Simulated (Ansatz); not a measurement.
**Run report: Ge, geometry relaxation (part 2 of 2)**

Continued. System: Ge (I4₁/amd, 2 atoms in the cell). Method: DFT, LDA, plane waves, PAW, Ueff = 20 eV on Ge p, no spin polarisation (Ansatz 0.2.0); cutoff 420 eV, 16×16×16 k-mesh, Gaussian smearing of 0.1 eV. The structure derives from a Materials Project entry. Some settings of this run were made unusual or wrong on purpose.

Geometry of the input (Å; fractional positions):
```
-2.5745  2.5745  1.3974
2.5745  -2.5745  1.3974
2.5745  2.5745  -1.3974
Ge 0.2500  0.7500  0.5000
Ge 0.5000  0.5000  0.0000
```

### Log, continued
```
SCF iter   1: F=—  HF=-8402.510403 eV  |F-HF|=—  |Δ(HF+E_count)|=         —  Δρ=3.26e-3  dr2=9.99e-5  ethr=4.52e-7  ⟨swp⟩=2.9  Hψ=40798  notcnv=0
preconditioner: auto → Kerker (q_TF=auto, 2.542 Å⁻¹)  [metal: Δε(μ)=0.005 eV  Ē_g=24.401 eV  σ=0.100 eV  W_gap=0.03  n_scr=16 (ndim 8)  ℏωp=30.0 eV  f_vac=0.000  D(μ)=1.15/eV (n_scr^D=4)]
SCF iter   2: F=—  HF=-8402.512520 eV  |F-HF|=—  |Δ(HF+E_count)|=   2.12e-3  Δρ=1.66e-3  dr2=2.57e-5  ethr=3.57e-7  ⟨swp⟩=1.0  Hψ=6282  notcnv=0
SCF iter   3: F=—  HF=-8402.513254 eV  |F-HF|=—  |Δ(HF+E_count)|=   7.34e-4  Δρ=1.15e-5  dr2=2.21e-8  ethr=9.19e-8  ⟨swp⟩=1.0  Hψ=6282  notcnv=0
SCF iter   4: F=—  HF=-8402.513254 eV  |F-HF|=—  |Δ(HF+E_count)|=   4.35e-8  Δρ=3.38e-6  dr2=4.33e-9  ethr=7.89e-11  ⟨swp⟩=2.0  Hψ=11183  notcnv=0
SCF iter   5: F=—  HF=-8402.513254 eV  |F-HF|=—  |Δ(HF+E_count)|=   3.01e-8  Δρ=4.19e-6  dr2=1.06e-8  ethr=1.55e-11  ⟨swp⟩=2.0  Hψ=7474  notcnv=0  recentre
SCF iter   6: F=—  HF=-8402.513254 eV  |F-HF|=—  |Δ(HF+E_count)|=   4.57e-8  Δρ=1.72e-6  dr2=1.51e-9  ethr=1.55e-11  ⟨swp⟩=2.1  Hψ=7760  notcnv=0
SCF iter   7: F=—  HF=-8402.513254 eV  |F-HF|=—  |Δ(HF+E_count)|=   9.45e-9  Δρ=1.81e-7  dr2=1.73e-11  ethr=1.00e-12  ⟨swp⟩=4.6  Hψ=30450  notcnv=0
SCF iter   8: F=-8402.513254 eV  HF=-8402.513254 eV  |F-HF|=1.82e-12  |Δ(HF+E_count)|=  1.51e-10  Δρ=1.93e-8  dr2=1.48e-13  ethr=1.00e-12  ⟨swp⟩=5.5  Hψ=24142  notcnv=0
The SCF converged. Along the directions that its mixing steps explored, a Ritz value of the dielectric operator 1 − χ₀K read negative at each of the last 4 readings (its real part and the size of its imaginary part sum to between -0.69 and -0.29).
SCF 5 converged in 8 iterations: F = -8402.513254 eV  dr2 = 1.48e-13
relax step   5: F+E_penalty+E_count = -8402.51325396 eV  Δ(F+E_penalty+E_count) = -1.806e-3 eV  max|allowed force component| = 1.041e-17 eV/Å  Δτ_max = 0.0000 Å  P = +0.094 GPa  Ω = 42.771 Å³  stress off target by 1.05e-1 GPa  SCF on the basis re-selected at this cell (its energy is not comparable with the rows above)  (8 SCF iters)
basis re-selected at this cell: Δ(F+E_penalty+E_count) = -1.806e-3 eV, ΔP = +0.091 GPa vs the last step (what re-selecting the basis moved, of the pressure what is left beyond the Pulay correction that the steps carried, after the strain that the cell walked since its last selection, with what the two solves' SCF thresholds leave and, on support functions, any second-order correction that the steps lacked; it is no measure of the basis error at this ecutwfc). The dense FFT grid was sized anew with the basis: this SCF ran on 30×30×30 points, the steps before it on 27×27×27, so part of this shift can come from that change (see relax.cell in the input reference). This SCF's stress stands 1.05e-1 GPa from its target on what of the cell is left free (relax.cell.stress_tol is 5.00e-2 GPa) and its largest allowed force component is 1.04e-17 eV/Å (relax.f_tol is 5.00e-3 eV/Å): not within both, so this SCF does not close the relaxation
Crystal: 2 atoms, lattice volume = 42.844 Å³
iter 1 solved again at ethr=4.06e-9 eV; its pass at ethr=3.10e-3 eV (dr2=1.14e-6 eV) is discarded
SCF iter   1: F=—  HF=-8402.513265 eV  |F-HF|=—  |Δ(HF+E_count)|=         —  Δρ=4.45e-5  dr2=7.95e-7  ethr=4.06e-9  ⟨swp⟩=2.0  Hψ=33538  notcnv=0
preconditioner: auto → Kerker (q_TF=auto, 2.542 Å⁻¹)  [metal: Δε(μ)=0.008 eV  Ē_g=24.395 eV  σ=0.100 eV  W_gap=0.05  n_scr=16 (ndim 8)  ℏωp=30.0 eV  f_vac=0.000  D(μ)=1.16/eV (n_scr^D=4)]
SCF iter   2: F=—  HF=-8402.513268 eV  |F-HF|=—  |Δ(HF+E_count)|=   2.20e-6  Δρ=3.81e-5  dr2=6.51e-7  ethr=2.84e-9  ⟨swp⟩=1.5  Hψ=6702  notcnv=0
SCF iter   3: F=—  HF=-8402.513272 eV  |F-HF|=—  |Δ(HF+E_count)|=   4.00e-6  Δρ=4.43e-5  dr2=1.10e-6  ethr=2.32e-9  ⟨swp⟩=2.0  Hψ=7647  notcnv=0
SCF iter   4: F=—  HF=-8402.513268 eV  |F-HF|=—  |Δ(HF+E_count)|=   3.76e-6  Δρ=2.48e-5  dr2=3.28e-7  ethr=2.32e-9  ⟨swp⟩=2.1  Hψ=7651  notcnv=0
SCF iter   5: F=—  HF=-8402.513267 eV  |F-HF|=—  |Δ(HF+E_count)|=   1.40e-6  Δρ=1.09e-5  dr2=5.07e-8  ethr=1.17e-9  ⟨swp⟩=2.1  Hψ=11222  notcnv=0
SCF iter   6: F=—  HF=-8402.513266 eV  |F-HF|=—  |Δ(HF+E_count)|=   1.91e-7  Δρ=1.68e-6  dr2=1.55e-9  ethr=1.81e-10  ⟨swp⟩=2.1  Hψ=11234  notcnv=0
SCF iter   7: F=—  HF=-8402.513266 eV  |F-HF|=—  |Δ(HF+E_count)|=   4.24e-9  Δρ=3.90e-7  dr2=6.72e-11  ethr=5.52e-12  ⟨swp⟩=2.5  Hψ=9562  notcnv=0
SCF iter   8: F=-8402.513266 eV  HF=-8402.513266 eV  |F-HF|=9.09e-12  |Δ(HF+E_count)|=  5.00e-10  Δρ=7.32e-8  dr2=2.04e-12  ethr=1.00e-12  ⟨swp⟩=5.9  Hψ=25211  notcnv=0
The SCF converged. Along the directions that its mixing steps explored, a Ritz value of the dielectric operator 1 − χ₀K read negative at each of the last 4 readings (its real part and the size of its imaginary part sum to between -0.63 and -0.62).
SCF 6 converged in 8 iterations: F = -8402.513266 eV  dr2 = 2.04e-12
relax step   6: F+E_penalty+E_count = -8402.51326631 eV  Δ(F+E_penalty+E_count) = -1.235e-5 eV  max|allowed force component| = 8.674e-19 eV/Å  Δτ_max = 0.0000 Å  P = +0.014 GPa  Ω = 42.844 Å³  energy of the carried Pulay correction = -1.286e-5 eV  (8 SCF iters, accepted)
iter 1 solved again at ethr=9.07e-8 eV; its pass at ethr=3.10e-3 eV (dr2=2.54e-5 eV) is discarded
SCF iter   1: F=—  HF=-8402.513251 eV  |F-HF|=—  |Δ(HF+E_count)|=         —  Δρ=2.80e-4  dr2=6.90e-7  ethr=9.07e-8  ⟨swp⟩=3.0  Hψ=41609  notcnv=0
preconditioner: auto → Kerker (q_TF=auto, 2.542 Å⁻¹)  [metal: Δε(μ)=0.006 eV  Ē_g=24.396 eV  σ=0.100 eV  W_gap=0.04  n_scr=16 (ndim 8)  ℏωp=30.0 eV  f_vac=0.000  D(μ)=1.16/eV (n_scr^D=4)]
SCF iter   2: F=—  HF=-8402.513271 eV  |F-HF|=—  |Δ(HF+E_count)|=   1.99e-5  Δρ=1.42e-4  dr2=1.78e-7  ethr=2.46e-9  ⟨swp⟩=1.0  Hψ=6282  notcnv=0
SCF iter   3: F=—  HF=-8402.513278 eV  |F-HF|=—  |Δ(HF+E_count)|=   7.13e-6  Δρ=1.60e-6  dr2=3.94e-10  ethr=6.35e-10  ⟨swp⟩=1.0  Hψ=6282  notcnv=0
SCF iter   4: F=—  HF=-8402.513278 eV  |F-HF|=—  |Δ(HF+E_count)|=  9.86e-10  Δρ=2.70e-7  dr2=3.86e-11  ethr=1.00e-12  ⟨swp⟩=5.8  Hψ=28362  notcnv=0
SCF iter   5: F=—  HF=-8402.513278 eV  |F-HF|=—  |Δ(HF+E_count)|=  2.29e-10  Δρ=3.85e-7  dr2=8.95e-11  ethr=1.00e-12  ⟨swp⟩=5.2  Hψ=23883  notcnv=0
SCF iter   6: F=—  HF=-8402.513278 eV  |F-HF|=—  |Δ(HF+E_count)|=  3.97e-10  Δρ=1.20e-7  dr2=8.34e-12  ethr=1.00e-12  ⟨swp⟩=4.1  Hψ=26225  notcnv=0
SCF iter   7: F=-8402.513278 eV  HF=-8402.513278 eV  |F-HF|=3.64e-12  |Δ(HF+E_count)|=  3.64e-11  Δρ=1.75e-8  dr2=1.74e-13  ethr=1.00e-12  ⟨swp⟩=5.1  Hψ=23828  notcnv=0
SCF 7 converged in 7 iterations: F = -8402.513278 eV  dr2 = 1.74e-13
relax step   7: F+E_penalty+E_count = -8402.51327843 eV  Δ(F+E_penalty+E_count) = -1.213e-5 eV  max|allowed force component| = 3.469e-18 eV/Å  Δτ_max = 0.0000 Å  P = +0.014 GPa  Ω = 42.844 Å³  stress off target by 1.42e-2 GPa  SCF on the basis re-selected at this cell (its energy is not comparable with the rows above)  (7 SCF iters)
```

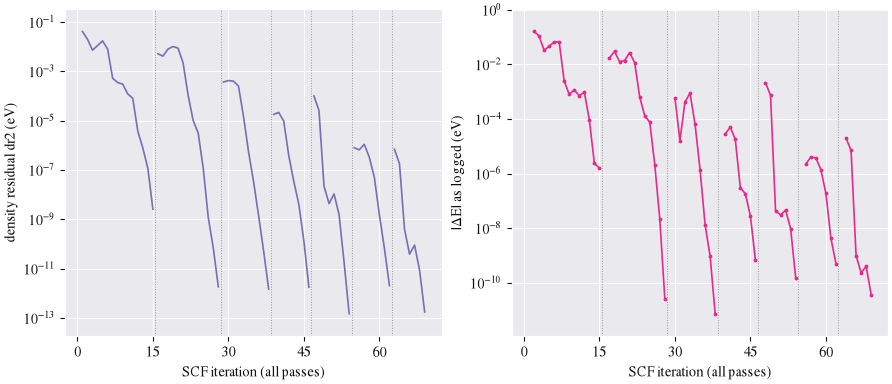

Figure 1. Convergence of the self-consistent field: density residual dr2 and size of the energy change against the SCF iteration. The dotted lines part the SCF passes of the relaxation: geometry steps, rejected trials and re-solves on a re-selected basis. The 7 passes take 7 to 15 iterations each, 69 in all.

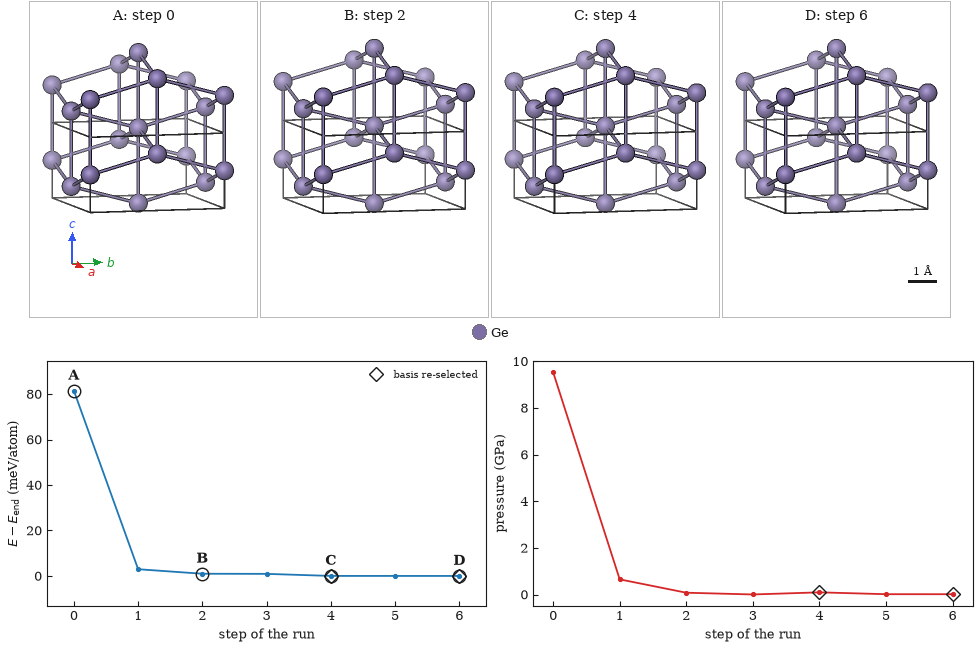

Figure 2. Frames of the relaxation (ball-and-stick view of the cell 2 times as large as that of the calculation, set on its symmetry axes, repeated 1 × 1 × 2, seen slightly off an axis) above the curves, on which the letters mark them (the first geometry is step 0 here and step 1 in the log).

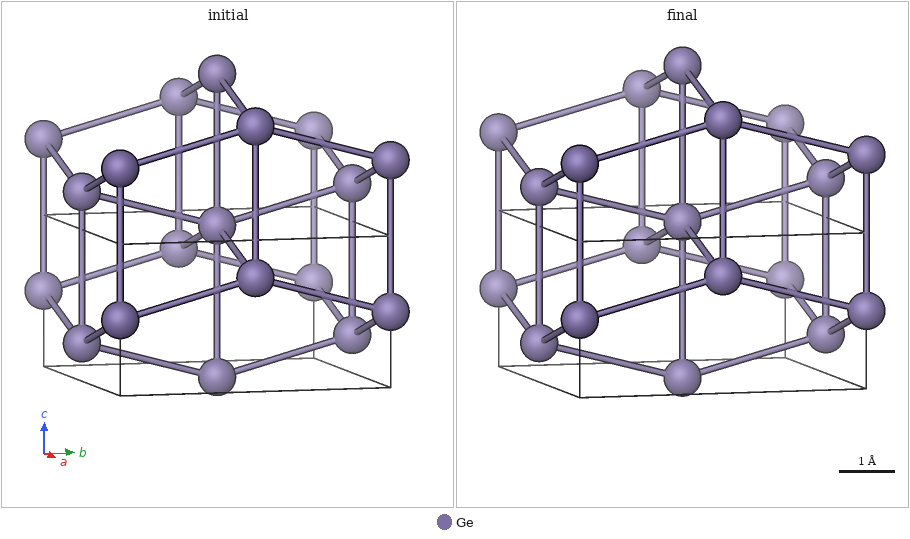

Figure 3. Before (left) and after (right) the relaxation, at one scale (ball-and-stick view of the cell 2 times as large as that of the calculation, set on its symmetry axes, repeated 1 × 1 × 2, seen slightly off an axis). After 4 geometry steps the energy has fallen by 81.4 meV per atom. All forces vanish by symmetry, so only the cell relaxes. Pressure: 9.53 GPa at the start and 0.01 GPa at the end. The basis was re-selected once at an unchanged geometry, which shifts the energy a little without any move. No atom moves by more than 0.005 Å relative to the cell. The volume changes by +15.6 %, with a = b 5.149 → 5.458 Å (+6.0 %), c 2.795 → 2.876 Å (+2.9 %). Among the contacts that change: Ge1–Ge2 2.668 → 2.822 Å, Ge1–Ge1 2.795 → 2.876 Å. The space group stays I4_1/amd (No. 141). The energy change given includes the shifts at the re-selections in mid-walk, which come without any move. A last SCF at the same geometry on a re-selected plane-wave basis shifts the energy by next to nothing (0.0 meV per atom). (Atoms are counted from 1 in the order of the input.)

```
basis re-selected at this cell: Δ(F+E_penalty+E_count) = -1.213e-5 eV, ΔP = -0.001 GPa vs the last step (what re-selecting the basis moved, of the pressure what is left beyond the Pulay correction that the steps carried, after the strain that the cell walked since its last selection, with what the two solves' SCF thresholds leave and, on support functions, any second-order correction that the steps lacked; it is no measure of the basis error at this ecutwfc). This SCF's stress stands 1.42e-2 GPa from its target on what of the cell is left free (relax.cell.stress_tol is 5.00e-2 GPa) and its largest allowed force component is 3.47e-18 eV/Å (relax.f_tol is 5.00e-3 eV/Å): within both
SCF converged after 7 iterations
Free energy (F): -8402.513278 eV
Harris-Foulkes:  -8402.513278 eV  (|F-HF|=3.64e-12)
Internal energy: -8402.507489 eV  (E = F + TS)
E sigma→0 (E₀):  -8402.510384 eV
Entropy (-TS):   -0.005790 eV (-2.895 meV/atom)
Fermi energy:    11.029680 eV
--- Per-component energies (eV) ---
  E_band       = -270.193875
  E_kinetic    = 220.960862
  E_local      = -4533.072086  (includes V_loc(G=0)·N_el)
  E_nonlocal   = 833.777528
  E_hartree    = 1970.558371
  E_xc         = -150.384353
  E_vxc        = -129.835213  (∫ρ·V_xc dr)
  E_hubbard    = 27.938192  (on-site DFT+U / exact-exchange correction)
  E_vhub       = 11.581157  (the Hubbard potential's part of the band-sum identity)
  E_paw        = -3872.117530  (= ΣΔE_a)
  E_vpaw       = -614.723282  (= ΣTr[D̂ρ^β])
  E_aug_tail   = 0.000434  (compensation charges beyond the density's cutoff)
  E_ewald      = -2903.985560
  E_core_change = 3.816652  (= ΣΔE_core)
  E_smearing   = -0.005790  (= −TS)
  E_closure    = -0.000000  (closes the sum)
  Σ components = -8402.513278   (vs F -8402.513278, Δ=0.00e0)
--- Forces (eV/Å), atoms counted from 1 ---
  atom   1  Ge     0.00000000    -0.00000000     0.00000000
  atom   2  Ge     0.00000000    -0.00000000     0.00000000
  max |Σ_I F_I| component: 3.47e-17 eV/Å
--- Stress (GPa, compression-positive) ---
        0.014187       0.000000      -0.000000
        0.000000       0.014187      -0.000000
       -0.000000      -0.000000       0.013216
  P = ⅓ Tr σ = 0.0139 GPa (0.139 kbar)
--- Band table (eV; the first three rows and the last of 349) ---
  k-point 0: bands = ["-15.7368", "-15.6939", "-15.6832", "-15.6700", "-15.5943", "-15.5943", "-15.5908", "-15.5908", "-15.5788", "-15.5354", "-3.3507", "3.9060", "9.4707", "9.4707", "12.2852", "17.8297", "17.8297", "18.3070"]
  k-point 1: bands = ["-15.7352", "-15.6940", "-15.6820", "-15.6707", "-15.5951", "-15.5938", "-15.5906", "-15.5904", "-15.5794", "-15.5364", "-3.2333", "3.7830", "9.5083", "9.5113", "12.4792", "17.2351", "17.5038", "18.7039"]
  k-point 2: bands = ["-15.7304", "-15.6943", "-15.6783", "-15.6727", "-15.5975", "-15.5922", "-15.5905", "-15.5893", "-15.5811", "-15.5395", "-2.9335", "3.4411", "9.6215", "9.6332", "13.0336", "16.4270", "16.7266", "18.7232"]
  k-point 348: bands = ["-15.7006", "-15.7006", "-15.6242", "-15.6242", "-15.6226", "-15.6226", "-15.5934", "-15.5934", "-15.5893", "-15.5893", "0.1818", "0.1818", "6.4878", "6.4878", "16.9788", "16.9788", "20.4622", "20.4622"]
Occupation matrices written to [file]
--- Relaxed structure (5 steps of the walk, 5 accepted, 2 SCFs on fresh bases) ---
  F+E_penalty+E_count = -8402.51327843 eV   max|allowed force component| = 3.469e-18 eV/Å   (the final SCF, on the basis selected at the relaxed cell)
  cell:  # Å, volume = 42.8436 Å³
    - [-2.729065827798079, 2.729065827798079, 1.4381309897224281]
    - [2.729065827798079, -2.729065827798079, 1.4381309897224281]
    - [2.729065827798079, 2.729065827798079, -1.4381309897224281]
  atoms:
    - { symbol: Ge, position: [0.25, 0.75, 0.5] }
    - { symbol: Ge, position: [0.5, 0.5, -1.713986302694631e-35] }
```

### Trajectory as extended XYZ (Å, eV, eV/Å), 7 frames, from step=1 to step=7
```
2
Lattice="-2.5745 2.5745 1.3974 2.5745 -2.5745 1.3974 2.5745 2.5745 -1.3974" Properties=species:S:1:pos:R:3:forces:R:3 step=1 energy=-8402.35040 pressure_GPa=9.53
Ge    2.5745    0.0000    0.6987    0.0000   0.0000   0.0000
Ge    0.0000    0.0000    1.3974    0.0000   0.0000   0.0000
2
Lattice="-2.7009 2.7009 1.4485 2.7009 -2.7009 1.4485 2.7009 2.7009 -1.4485" Properties=species:S:1:pos:R:3:forces:R:3 step=2 energy=-8402.50736 pressure_GPa=0.65
Ge    2.7009    0.0000    0.7243    0.0000   0.0000   0.0000
Ge    0.0000    0.0000    1.4485    0.0000   0.0000   0.0000
2
Lattice="-2.7230 2.7230 1.4400 2.7230 -2.7230 1.4400 2.7230 2.7230 -1.4400" Properties=species:S:1:pos:R:3:forces:R:3 step=3 energy=-8402.51134 pressure_GPa=0.08
Ge    2.7230    0.0000    0.7200    0.0000   0.0000   0.0000
Ge    0.0000    0.0000    1.4400    0.0000   0.0000   0.0000
2
Lattice="-2.7273 2.7273 1.4376 2.7273 -2.7273 1.4376 2.7273 2.7273 -1.4376" Properties=species:S:1:pos:R:3:forces:R:3 step=4 energy=-8402.51145 pressure_GPa=0.00
Ge    2.7273    0.0000    0.7188    0.0000   0.0000   0.0000
Ge    0.0000    0.0000    1.4376    0.0000   0.0000   0.0000
2
Lattice="-2.7273 2.7273 1.4376 2.7273 -2.7273 1.4376 2.7273 2.7273 -1.4376" Properties=species:S:1:pos:R:3:forces:R:3 step=5 energy=-8402.51325 pressure_GPa=0.09
Ge    2.7273    0.0000    0.7188    0.0000   0.0000   0.0000
Ge    0.0000    0.0000    1.4376    0.0000   0.0000   0.0000
2
Lattice="-2.7291 2.7291 1.4381 2.7291 -2.7291 1.4381 2.7291 2.7291 -1.4381" Properties=species:S:1:pos:R:3:forces:R:3 step=6 energy=-8402.51327 pressure_GPa=0.01
Ge    2.7291    0.0000    0.7191    0.0000   0.0000   0.0000
Ge    0.0000    0.0000    1.4381    0.0000   0.0000   0.0000
2
Lattice="-2.7291 2.7291 1.4381 2.7291 -2.7291 1.4381 2.7291 2.7291 -1.4381" Properties=species:S:1:pos:R:3:forces:R:3 step=7 energy=-8402.51328 pressure_GPa=0.01
Ge    2.7291    0.0000    0.7191    0.0000   0.0000   0.0000
Ge    0.0000    0.0000    1.4381    0.0000   0.0000   0.0000
```

### What the run reported

- outcome: converged
- space group (tolerance 0.01 Å): I4₁/amd (141)
- electrons treated: 28
- free energy: −8402.5133 eV
- Fermi energy: 11.030 eV
- gap on the k-point mesh: none (metallic)
- pressure: 0.01 GPa
- final volume: 42.84 Å³
- largest force (length of the vector) at the end: under 0.001 eV/Å
- final cell: a = 4.119 Å, b = 4.119 Å, c = 4.119 Å, α = 97.00°, β = 97.00°, γ = 139.13°
- wall time: 88 s (CPU time 2.9 min)
- peak memory: 0.61 GiB

### Diagnosis

A setting was made wrong on purpose: an enormous or negative U (`hamiltonian.hubbard`). Such a U drives the occupations to unphysical values. The program still converged, but the numbers can't be taken as results for the intended system. The electronic state found may not be the lowest one. Notes on the run: a screening estimate came out negative during mixing.
